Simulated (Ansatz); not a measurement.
Consider SnGe$_{15}$.

Input

```
crystal:
  lattice:
    - [0.0, 5.7348882157, 5.7348882157]
    - [5.7348882157, 0.0, 5.7348882157]
    - [5.7348882157, 5.7348882157, 0.0]
  atoms:
    - { symbol: Ge, position: [0.0001726762, 0.0001726762, 0.0001726762] }
    - { symbol: Ge, position: [0.0001726762, 0.0001726762, 0.4994819715] }
    - { symbol: Ge, position: [0.0001726762, 0.4994819715, 0.0001726762] }
    - { symbol: Ge, position: [0.0134125854, 0.4955291382, 0.4955291382] }
    - { symbol: Ge, position: [0.4994819715, 0.0001726762, 0.0001726762] }
    - { symbol: Ge, position: [0.4955291382, 0.0134125854, 0.4955291382] }
    - { symbol: Ge, position: [0.4955291382, 0.4955291382, 0.0134125854] }
    - { symbol: Ge, position: [0.4955291382, 0.4955291382, 0.4955291382] }
    - { symbol: Ge, position: [0.125, 0.125, 0.125] }
    - { symbol: Ge, position: [0.125225308, 0.125225308, 0.624774692] }
    - { symbol: Ge, position: [0.125225308, 0.624774692, 0.125225308] }
    - { symbol: Ge, position: [0.125225308, 0.624774692, 0.624774692] }
    - { symbol: Ge, position: [0.624774692, 0.125225308, 0.125225308] }
    - { symbol: Ge, position: [0.624774692, 0.125225308, 0.624774692] }
    - { symbol: Ge, position: [0.624774692, 0.624774692, 0.125225308] }
    - { symbol: Sn, position: [0.625, 0.625, 0.625] }
basis:
  ecutwfc: 420
kpoints:
  mp_grid: { grid: [6, 6, 6] }
  band_path: { path: [[0.0, 0.0, 0.0], [0.05, 0.0, 0.0]], npoints: 1 }
hamiltonian:
  xc: pbesol
scf:
  occupations: { method: gaussian, width: 0.1 }
  n_extra_bands: 11
output:
  forces: true
  stress: true
  eigenvalues: true
  write_density: true
  write_potential: true
  elf: true
  volumetric_format: npy
```

Launched as:

```sh
ansatz run input.yaml --threads 4 --pin off --max-ram 10240MiB --backend cpu --events-out ev --progress --plain --runs-dir out
```

Below, planes, directions and counts refer to the conventional cell (a = 11.47 Å, b = 11.47 Å, c = 11.47 Å, α = 90.00°, β = 90.00°, γ = 90.00°).

Space group F-43m; a generated structure, not necessarily the stable one.

Theory: DFT PBEsol, scalar-relativistic, plane waves, PAW (Ansatz 0.2.0).

Q: What will maps of the valence pseudo-density and electron localisation function show?

A: Ge–Ge (2.48 Å): ρ is about 0.48 e/Å³ halfway; the ELF peaks at about 0.75 between the atoms.
Sn–Ge (2.57 Å): the density is about 0.47 e/Å³ at the midpoint; the ELF peaks at about 0.70 between the atoms.

Q: Metal or insulator at this level of theory?

A: It is gapless in this calculation (a metal or semimetal).

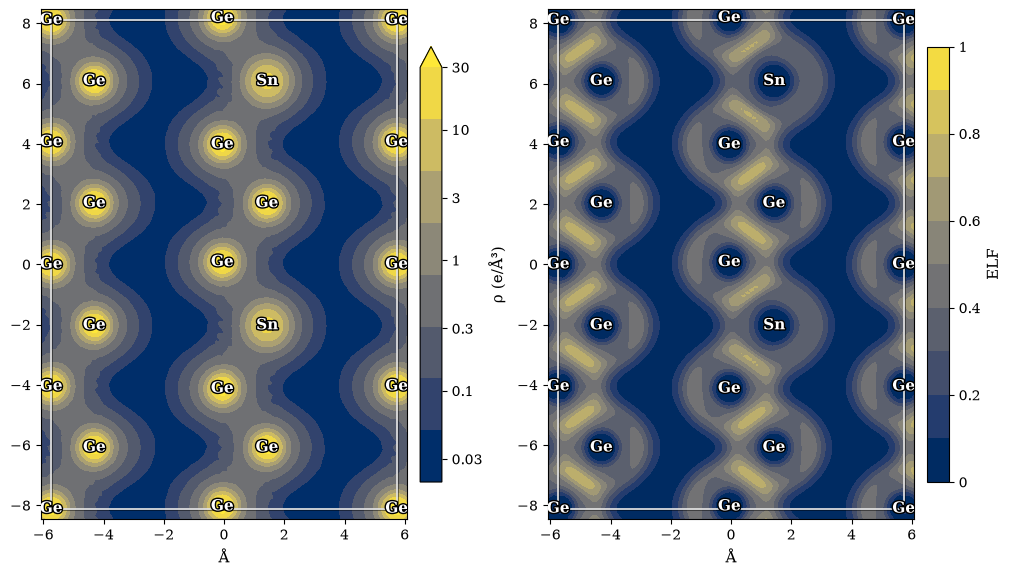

Computed valence pseudo-density and electron localisation function on the (011) plane of the conventional cell, in this order. 

Core electrons are frozen (PAW), and the valence fields are smoothed inside the atomic spheres.
